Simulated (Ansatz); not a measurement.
System CoO (space group I4/mmm, No. 139); source of the atomic positions: a calculation's input that goes back to an entry of the Crystallography Open Database (an earlier step may have relaxed or displaced it).

```
Co O
1.0
     3.01600    0.00000    0.00000
     0.00000    3.01600    0.00000
     0.00000    0.00000    4.21450
Co O
2 2
Direct
  0.00000 0.00000 0.00000
  0.50000 0.50000 0.50000
  0.00000 0.00000 0.50000
  0.50000 0.50000 0.00000
```

Bonds are taken as Co–O below 2.4 Å. The graph is simplified in the usual way: terminal and isolated atoms are pruned, two-connected atoms become edges.

Derive the underlying net.

The result is a uninodal 6-connected, three-periodic net: Co and O are 6-connected nodes. It is the pcu net, known from NaCl, ReO3 and the B-X framework of perovskite. It is a single net, without interpenetration.

```
    node  links  point symbol       coordination sequence
Co and O      6        4¹²·6³  6 18 38 66 102 146 198 258
```

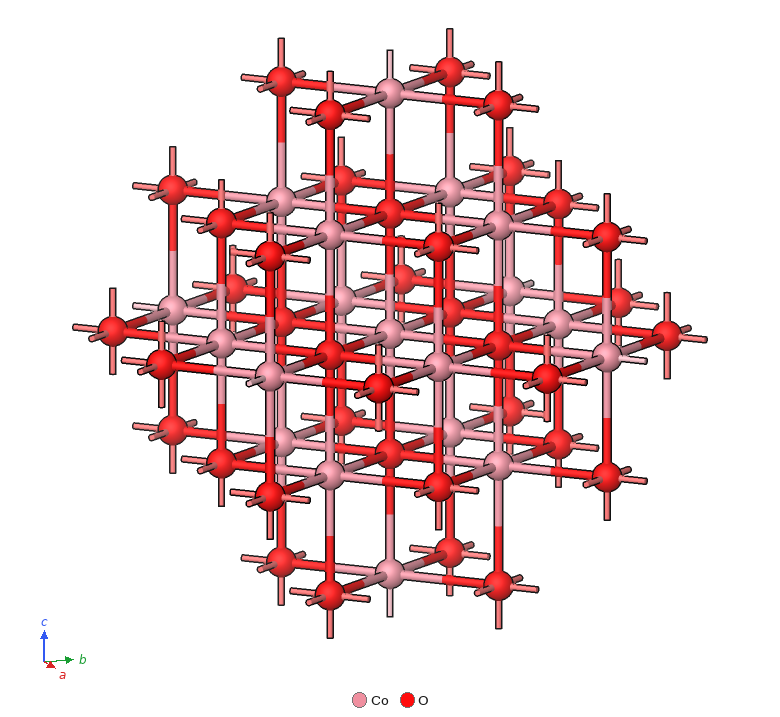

Nodes are coloured by element. Edges to nodes outside the piece are drawn as stubs.
